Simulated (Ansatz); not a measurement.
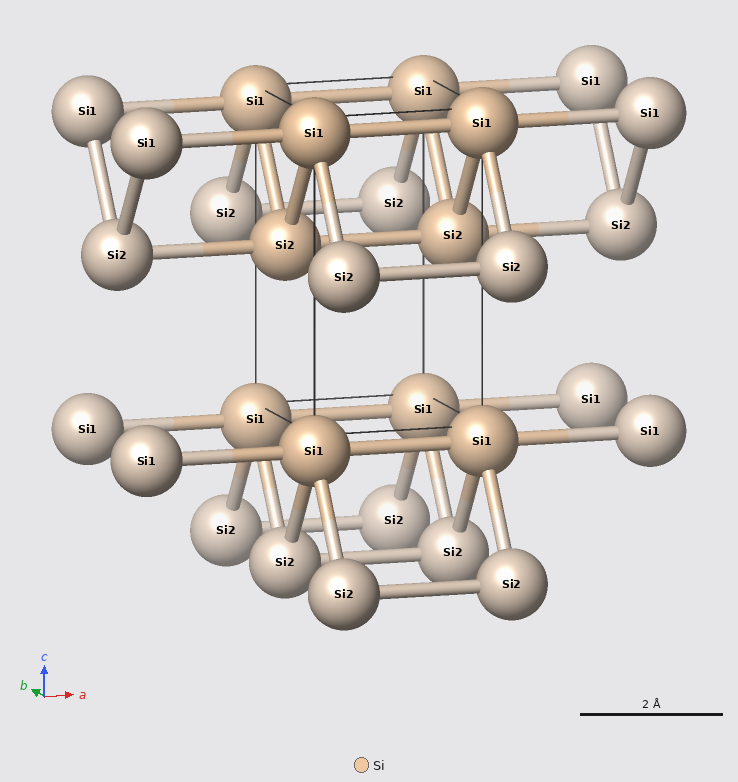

**Figure 1.** The input geometry of the first run (ball-and-stick view of the cell of the calculation, seen slightly off an axis; neighbours outside the cell are drawn fainter; atoms are numbered from 1 in the order of the input). An atom can appear more than once, as a periodic image.

# Two runs on Si

System: Si (Pmma, 2 atoms in the cell).
Method of the first run: DFT r2SCAN, scalar-relativistic, plane waves, PAW, no spin polarisation (Ansatz 0.2.0).

The structure derives from a Materials Project entry. Text and figures count atoms from 1; the logs count them from 0 in places.

The input, the first run:
```yaml
crystal:
  lattice:
    - [0.0, 0.0, 2.4937990725]
    - [2.6290009028, 0.0, 0.0]
    - [-1.0e-10, 4.5535631368, 0.0]
  atoms:
    - { symbol: Si, position: [0.0, 0.0, -0.0494118547] }
    - { symbol: Si, position: [0.0, 0.5, 0.5494118547] }
basis:
  ecutwfc: 500
kpoints:
  mp_grid: { grid: [24, 22, 14] }
hamiltonian:
  xc: r2scan
scf:
  occupations: { method: gaussian, width: 0.15 }
output:
  forces: true
  stress: true
  eigenvalues: true
```

Launched with:
```bash
ansatz run input.yaml --threads 2 --pin off --max-ram 5120MiB --backend cpu --events-out ev --progress --plain --runs-dir out
```

Hardware: 2 threads of Intel Xeon (Sapphire Rapids), 32 GiB of memory available, shared host.

Output, shortened to warnings, some set-up lines, iterations and results (the first run):
```
Basis set: ecut = 500 eV, 769 PW (Γ), exchange–correlation on 80×80×144 points (64 copies of the dense FFT grid, shifted against one another)
Symmetry: 8 space group operations
k-points: 1248 of 7392
Initial density: superposition of atomic densities (neutral atoms: chi_scale 0, normalization atom), corrected by the library's trained network
[...]
SCF iter   1: F=—  HF=-1276.629524 eV  |F-HF|=—  |Δ(HF+E_count)|=         —  Δρ=4.92e-3  dr2=5.28e-3  dr2_τ=1.90e-2  ethr=1.77e-3  ⟨swp⟩=5.2  Hψ=82711  notcnv=0
SCF iter   2: F=—  HF=-1276.670437 eV  |F-HF|=—  |Δ(HF+E_count)|=   4.09e-2  Δρ=3.73e-3  dr2=3.02e-3  dr2_τ=1.21e-5  ethr=6.60e-5  ⟨swp⟩=2.0  Hψ=29788  notcnv=0  defer=156
SCF iter   3: F=—  HF=-1276.671595 eV  |F-HF|=—  |Δ(HF+E_count)|=   1.16e-3  Δρ=1.02e-3  dr2=1.15e-3  dr2_τ=1.04e-5  ethr=3.77e-5  ⟨swp⟩=2.0  Hψ=14644  notcnv=0  defer=156
SCF iter   4: F=—  HF=-1276.671291 eV  |F-HF|=—  |Δ(HF+E_count)|=   3.04e-4  Δρ=4.29e-4  dr2=3.46e-5  dr2_τ=1.64e-6  ethr=1.44e-5  ⟨swp⟩=2.0  Hψ=12534  notcnv=0  defer=156
SCF iter   5: F=—  HF=-1276.671351 eV  |F-HF|=—  |Δ(HF+E_count)|=   6.04e-5  Δρ=1.44e-4  dr2=4.52e-6  dr2_τ=6.74e-8  ethr=4.33e-7  ⟨swp⟩=2.2  Hψ=14654  notcnv=0  defer=156
SCF iter   6: F=-1276.671358 eV  HF=-1276.671358 eV  |F-HF|=6.31e-8  |Δ(HF+E_count)|=   6.65e-6  Δρ=1.61e-5  dr2=6.12e-8  dr2_τ=1.24e-9  ethr=1.25e-9  ⟨swp⟩=5.0  Hψ=61984  …
SCF 1 converged in 6 iterations: F = -1276.671358 eV  dr2 = 6.12e-8
SCF converged after 6 iterations
Free energy (F): -1276.671358 eV
Harris-Foulkes:  -1276.671358 eV  (|F-HF|=6.31e-8)
Internal energy: -1276.663247 eV  (E = F + TS)
E sigma→0 (E₀):  -1276.667302 eV
Entropy (-TS):   -0.008111 eV (-4.056 meV/atom)
Fermi energy:    9.936941 eV
--- Per-component energies (eV) ---
  E_band       = 31.125324
  E_kinetic    = 85.797801
  E_local      = -19.336181  (includes V_loc(G=0)·N_el)
  E_nonlocal   = 50.376633
  E_hartree    = 8.912646
  E_xc         = -105.289026
  E_vxc        = -103.170130  (∫ρ·V_xc dr)
  E_paw        = -1038.680102  (= ΣΔE_a)
  E_vpaw       = -4.648755  (= ΣTr[D̂ρ^β])
  E_aug_tail   = 0.000009  (compensation charges beyond the density's cutoff)
  E_vtau       = 4.281334  (kinetic-family band-sum trace: ∫τ·v_τ [+ j·A + Jᵃ·Aᵃ] dr)
  E_ewald      = -258.292161
  E_core_change = -0.152866  (= ΣΔE_core)
  E_smearing   = -0.008111  (= −TS)
  E_closure    = -0.000000  (closes the sum)
  Σ components = -1276.671358   (vs F -1276.671358, Δ=0.00e0)
--- Forces (eV/Å), atoms counted from 1 ---
  atom   1  Si    -0.00000000     3.22166819     0.00000000
  atom   2  Si     0.00000000    -3.22166819     0.00000000
  max |Σ_I F_I| component: 4.44e-16 eV/Å
--- Stress (GPa, compression-positive) ---
       15.758901      -0.000000      -0.000000
       -0.000000      26.633027       0.000000
        0.000000       0.000000      -0.758420
  P = ⅓ Tr σ = 13.8778 GPa (138.778 kbar)
```

The input of the second run differs as follows (lines with − go, lines with + come):
```diff
-    - { symbol: Si, position: [0.0, 0.0, -0.0494118547] }
-    - { symbol: Si, position: [0.0, 0.5, 0.5494118547] }
+    - { symbol: Si, position: [0.0, 0.0, -0.0164706182] }
+    - { symbol: Si, position: [0.0, 0.5, 0.5164706182] }
```

How does the second run compare with the first run?

With the same functional and potentials, the second run lies 267.0 meV per atom lower. The pressure goes from 13.88 to 1.48 GPa. The largest force goes from 3.222 to 0.703 eV/Å. The SCF takes 8 iterations against 6.

Output, shortened to warnings, some set-up lines, iterations and results (the second run):
```
Basis set: ecut = 500 eV, 769 PW (Γ), exchange–correlation on 80×80×144 points (64 copies of the dense FFT grid, shifted against one another)
Symmetry: 8 space group operations
k-points: 1248 of 7392
Initial density: superposition of atomic densities (neutral atoms: chi_scale 0, normalization atom), corrected by the library's trained network
[...]
SCF iter   1: F=—  HF=-1277.156679 eV  |F-HF|=—  |Δ(HF+E_count)|=         —  Δρ=4.54e-3  dr2=4.35e-3  dr2_τ=1.08e-2  ethr=1.77e-3  ⟨swp⟩=5.1  Hψ=80516  notcnv=0
SCF iter   2: F=—  HF=-1277.203948 eV  |F-HF|=—  |Δ(HF+E_count)|=   4.73e-2  Δρ=3.56e-3  dr2=2.49e-3  dr2_τ=1.04e-5  ethr=5.43e-5  ⟨swp⟩=2.0  Hψ=29751  notcnv=0  defer=199
SCF iter   3: F=—  HF=-1277.205392 eV  |F-HF|=—  |Δ(HF+E_count)|=   1.44e-3  Δρ=5.73e-4  dr2=2.25e-4  dr2_τ=4.07e-6  ethr=3.11e-5  ⟨swp⟩=2.1  Hψ=14708  notcnv=0  defer=199
SCF iter   4: F=—  HF=-1277.205362 eV  |F-HF|=—  |Δ(HF+E_count)|=   3.01e-5  Δρ=3.88e-4  dr2=6.38e-5  dr2_τ=7.35e-7  ethr=2.81e-6  ⟨swp⟩=2.0  Hψ=12638  notcnv=0  defer=199
SCF iter   5: F=—  HF=-1277.205382 eV  |F-HF|=—  |Δ(HF+E_count)|=   2.00e-5  Δρ=2.21e-4  dr2=1.25e-5  dr2_τ=1.41e-7  ethr=7.98e-7  ⟨swp⟩=2.1  Hψ=12628  notcnv=0  defer=199
SCF iter   6: F=—  HF=-1277.205398 eV  |F-HF|=—  |Δ(HF+E_count)|=   1.55e-5  Δρ=1.04e-4  dr2=2.65e-6  dr2_τ=3.01e-8  ethr=1.57e-7  ⟨swp⟩=2.0  Hψ=14851  notcnv=0  defer=199
SCF iter   7: F=—  HF=-1277.205401 eV  |F-HF|=—  |Δ(HF+E_count)|=   3.35e-6  Δρ=4.68e-5  dr2=5.24e-7  dr2_τ=4.42e-9  ethr=3.31e-8  ⟨swp⟩=2.3  Hψ=15165  notcnv=0  defer=199
SCF iter   8: F=-1277.205402 eV  HF=-1277.205402 eV  |F-HF|=4.59e-8  |Δ(HF+E_count)|=   7.13e-7  Δρ=1.22e-5  dr2=3.43e-8  dr2_τ=3.09e-10  ethr=1.25e-9  ⟨swp⟩=3.4  Hψ=39898  …
SCF 1 converged in 8 iterations: F = -1277.205402 eV  dr2 = 3.43e-8
SCF converged after 8 iterations
Free energy (F): -1277.205402 eV
Harris-Foulkes:  -1277.205402 eV  (|F-HF|=4.59e-8)
Internal energy: -1277.197044 eV  (E = F + TS)
E sigma→0 (E₀):  -1277.201223 eV
Entropy (-TS):   -0.008358 eV (-4.179 meV/atom)
Fermi energy:    10.038628 eV
--- Per-component energies (eV) ---
  E_band       = 33.175886
  E_kinetic    = 83.101632
  E_local      = -2.848675  (includes V_loc(G=0)·N_el)
  E_nonlocal   = 49.009110
  E_hartree    = 2.961342
  E_xc         = -104.326735
  E_vxc        = -101.858359  (∫ρ·V_xc dr)
  E_paw        = -1038.343071  (= ΣΔE_a)
  E_vpaw       = -4.360218  (= ΣTr[D̂ρ^β])
  E_aug_tail   = 0.000009  (compensation charges beyond the density's cutoff)
  E_vtau       = 4.210263  (kinetic-family band-sum trace: ∫τ·v_τ [+ j·A + Jᵃ·Aᵃ] dr)
  E_ewald      = -266.597790
  E_core_change = -0.152866  (= ΣΔE_core)
  E_smearing   = -0.008358  (= −TS)
  E_closure    = 0.000000  (closes the sum)
  Σ components = -1277.205402   (vs F -1277.205402, Δ=0.00e0)
--- Forces (eV/Å), atoms counted from 1 ---
  atom   1  Si    -0.00000000     0.70278739     0.00000000
  atom   2  Si     0.00000000    -0.70278739     0.00000000
  max |Σ_I F_I| component: 0.00e0 eV/Å
--- Stress (GPa, compression-positive) ---
        2.528031      -0.000000       0.000000
       -0.000000       3.827663       0.000000
        0.000000       0.000000      -1.929857
  P = ⅓ Tr σ = 1.4753 GPa (14.753 kbar)
```

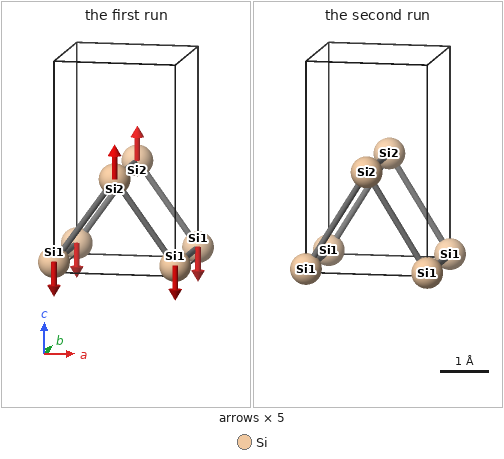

**Figure 2.** The two input geometries at one scale (ball-and-stick view of the cell of the calculation, set on other vectors, seen slightly off an axis). The red arrows on the first give the shifts of the atoms relative to the cell, with their mean removed, magnified 5 times. The largest moves, 0.15 Å, are those of Si1 and Si2. (The mean shift of all atoms is removed.) The cell stays as it was. Among the contacts that change: Si1–Si2 2.251 → 2.500 Å.

The two runs side by side:

| quantity | the first run | the second run |
| --- | --- | --- |
| outcome | converged | converged |
| free energy per atom (eV) | −638.3357 | −638.6027 |
| energy per atom, smearing taken to zero (eV) | −638.3337 | −638.6006 |
| gap on the mesh (eV) | 0.00 | 0.00 |
| pressure (GPa) | 13.88 | 1.48 |
| largest force (eV/Å) | 3.222 | 0.703 |
| SCF iterations | 6 | 8 |
| irreducible k-points | 1248 | 1248 |
| plane waves at Γ | 769 | 769 |
| wall time (shared host) | 13 s | 13 s |
